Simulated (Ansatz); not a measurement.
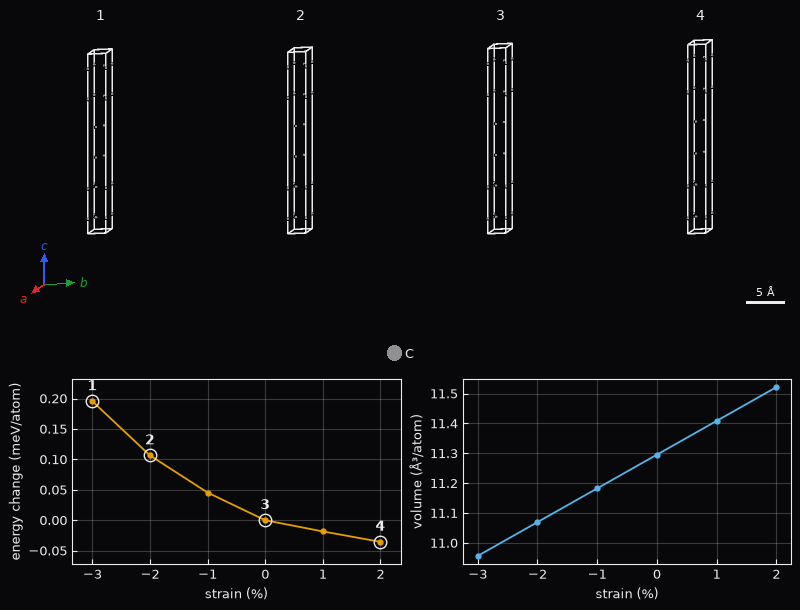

Members of a series of calculations on a crystal of C (set up in R-3m), marked on the first curve. A ball-and-stick model of the cell of the calculation, seen slightly off an axis.

Level of theory: DFT PBE, scalar-relativistic, plane waves, PAW in Ansatz. Settings: plane-wave cutoff 420 eV; k-point mesh 18 × 18 × 2; occupations gaussian; smearing width 0.01 eV; no spin polarisation.

**Which kind of strain is it, and how does the structure respond?**

Strain along c alone, the other axes held, atoms relaxed. 1 (strain −3.0 %): energy change 0.2 meV/atom, volume 10.96 Å³ per atom. 2 (strain −2.0 %): energy change 0.1 meV/atom, volume 11.07 Å³ per atom. 3 (strain 0.0 %): energy change 0.0 meV/atom, volume 11.30 Å³ per atom. 4 (strain 2.0 %): energy change 0.0 meV/atom, volume 11.52 Å³ per atom. The rest compares 1 with 4. The drawn cell changes as follows: a = b unchanged at 2.467 Å, c 24.955 → 26.242 Å (+5.2 %); the volume changes by +5.2 %. 
